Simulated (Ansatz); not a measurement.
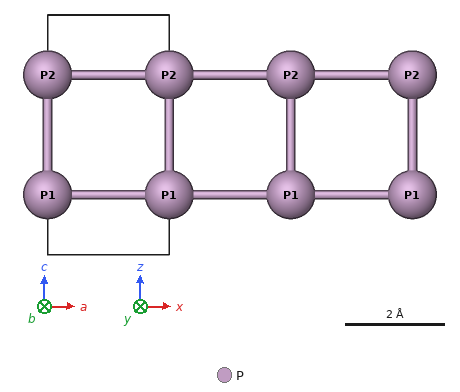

A scan of a crystal of P (P4/mmm): the ratio of the cell's length along z to its lengths across, counted as 1 for the reference, is changed at fixed volume (a c/a path), with the atoms kept at their fractional coordinates. x, y and z are the Cartesian axes of the input. The picture shows the reference cell. The picture is a ball-and-stick view of the cell of the calculation, repeated 3 × 4 × 1 with one cell outlined, seen along the b axis.

The calculation used Ansatz, DFT PBE, scalar-relativistic, plane waves, PAW. (plane-wave cutoff 420 eV; k-point mesh 26 × 26 × 14; occupations gaussian; smearing width 0.15 eV; no spin polarisation). Energies (free energies at the smearing named) are counted from the relaxed crystal.

```
P
1.0
     2.45861    0.00000    0.00517
     0.00000    2.45865    0.00000
    -0.01025    0.00000    4.84469
P
2
Direct
  0.00000 0.00000 0.25002
  0.00000 0.00000 0.74998
```

What energies does the calculation give (the relative ratio: 0.80, 0.85, 0.92, 0.96, 1.00, 1.05, 1.10, 1.20, 1.30)?

Answer.
| axial ratio over its reference value | energy change (meV/atom) |
| --- | --- |
| 0.80 | 485 |
| 0.85 | 250 |
| 0.92 | 69 |
| 0.96 | 20 |
| 1.00 | 0 |
| 1.05 | 4 |
| 1.10 | 36 |
| 1.20 | 156 |
| 1.30 | 298 |

Of the computed points the lowest is at the relative ratio 1.00, 0 meV/atom. The end points stand at 485 meV/atom (0.80) and 298 meV/atom (1.30). The distortion takes the space group from P4/mmm to P2/m, except for P4/mmm at 0.96, P4/mmm at 1.05. At the relative ratio 1.30 the cell of the drawing goes a 2.459 → 2.253 Å, b 2.459 → 2.253 Å, c 4.845 → 5.771 Å, β 90.0° → 89.9°.

As a plot:

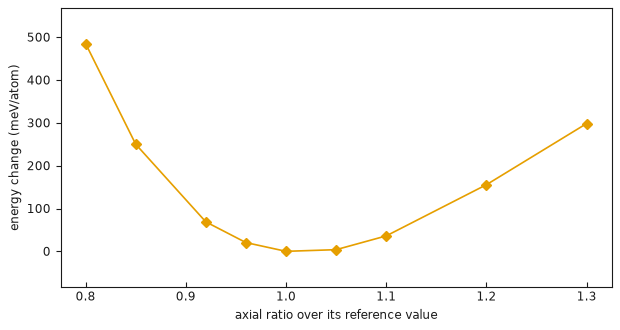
